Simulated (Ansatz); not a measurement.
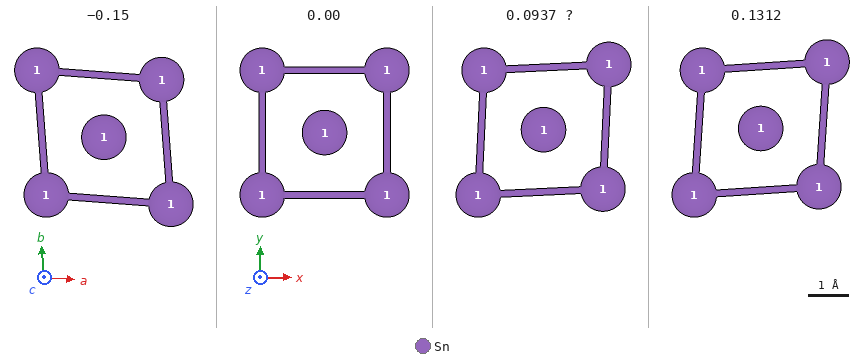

Crystalline Sn (I4/mmm): the cell is strained in shear in the xy plane, with the atoms kept at their fractional coordinates. x, y and z are the Cartesian axes of the input. A ball-and-stick model of the conventional cell (2 times the calculation's cell), seen along the c axis. Lengths and directions refer to the drawn axes.

These are results of DFT r2SCAN, scalar-relativistic, plane waves, PAW in Ansatz, not measurements. Set-up: plane-wave cutoff 500 eV; k-point mesh 20 × 20 × 20; occupations gaussian; smearing width 0.15 eV; no spin polarisation. Energies (free energies at the smearing named) are counted from the cell as listed in its source, which wasn't relaxed.

```tsv
engineering shear strain	energy change (meV/atom)
−0.1500	1.45
−0.0750	0.23
0.0000	0.00
0.0187	0.00
0.0375	0.01
0.0562	0.07
0.0937	?
0.1125	0.56
0.1312	0.87
```

Fill in the missing row.

Answer. A straight line between the two neighbours gives 0.40 meV/atom. A cubic through the four nearest rows (0.0375, 0.0562, 0.1125, 0.1312) gives, with Lagrange weights, (−0.2012)(0.01) + (0.5018)(0.07) + (1.0009)(0.56) + (−0.3015)(0.87) = 0.33 meV/atom. The calculation gives 0.39 meV/atom, so the cubic is 0.06 meV/atom too low and the straight line 0.01 meV/atom too high.

The whole profile:

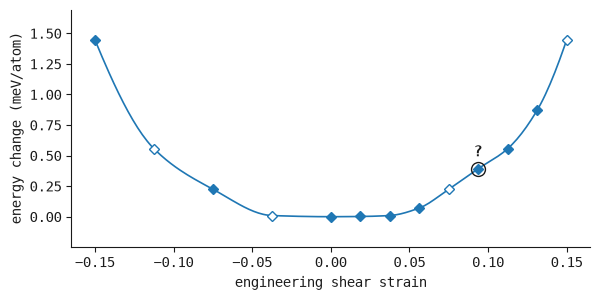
